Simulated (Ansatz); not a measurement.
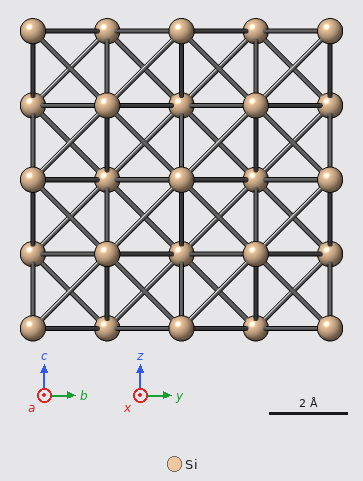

Energy scan for solid Si (Fm-3m), in which the ratio of the cell's length along z to its lengths across, counted as 1 for the reference, is changed at fixed volume (a tetragonal or Bain path), with the atoms kept at their fractional coordinates. x, y and z are the Cartesian axes of the input. The picture shows the reference cell. A ball-and-stick model of the conventional cell (4 times the calculation's cell), repeated 2 × 2 × 2 with one cell outlined, seen along the a axis. Lengths and directions refer to the drawn axes.

Theory: Ansatz, DFT PBEsol, scalar-relativistic, plane waves, PAW. Settings: plane-wave cutoff 420 eV; k-point mesh 24 × 24 × 24; occupations gaussian; smearing width 0.15 eV; no spin polarisation. Energies (free energies at the smearing named) are counted from the cell as listed in its source, which wasn't relaxed.

```
CELL_PARAMETERS angstrom
0.00000 1.91083 1.91083
1.91083 0.00000 1.91083
1.91083 1.91083 0.00000
ATOMIC_POSITIONS crystal
Si 0.00000 0.00000 0.00000
```

Q: Give the energy at each point (the relative ratio: 0.707, 0.850, 1.000, 1.200, 1.414).

A:
```
axial ratio over its reference value  ΔE (meV/atom)
                               0.707           −8.8
                               0.850          −11.8
                               1.000            0.0
                               1.200           −6.0
                               1.414           38.2
```

Of the computed points the lowest is at the relative ratio 0.85, −11.8 meV/atom. Further local minima among the points: 1.20 (−6.0 meV/atom). A local maximum lies at 1.00 (0.0 meV/atom). The unrelaxed reference is under a pressure of 0.7 GPa. The distortion takes the space group from Fm-3m to I4/mmm, except for Im-3m at 0.707. At the relative ratio 1.414 the cell of the drawing goes a 3.822 → 3.405 Å, b 3.822 → 3.405 Å, c 3.822 → 4.815 Å.

As a plot:

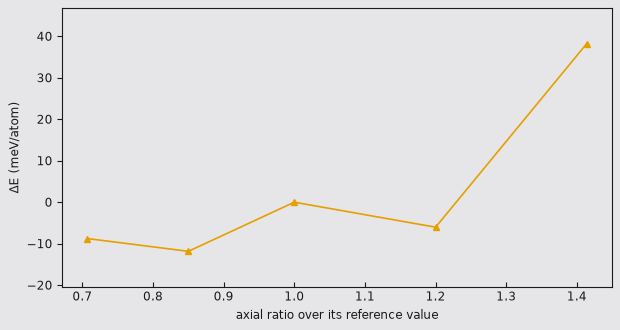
